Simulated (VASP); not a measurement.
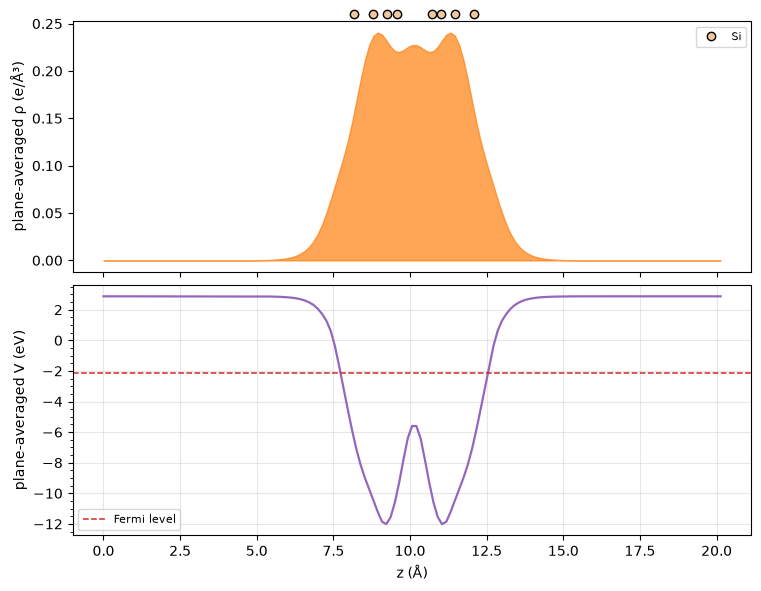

Si (slab). Plane average of the electrostatic potential energy of an electron and of the valence electron density across the slab. Circles mark the heights of the atoms.

All numbers below come from Kohn-Sham DFT of a periodic cell, PBEsol, VASP PAW PBE potentials, recommended in VASP.

The density is the valence pseudo-density of a PAW calculation; it isn't the true density close to the nuclei.

**How far above the Fermi level of the calculation is the vacuum level?**

5.0 eV.

**How thick is the slab, and how wide the vacuum?**

The outermost nuclei are 3.9 Å apart, in 6 atomic planes; the vacuum between periodic images is 16.3 Å wide.
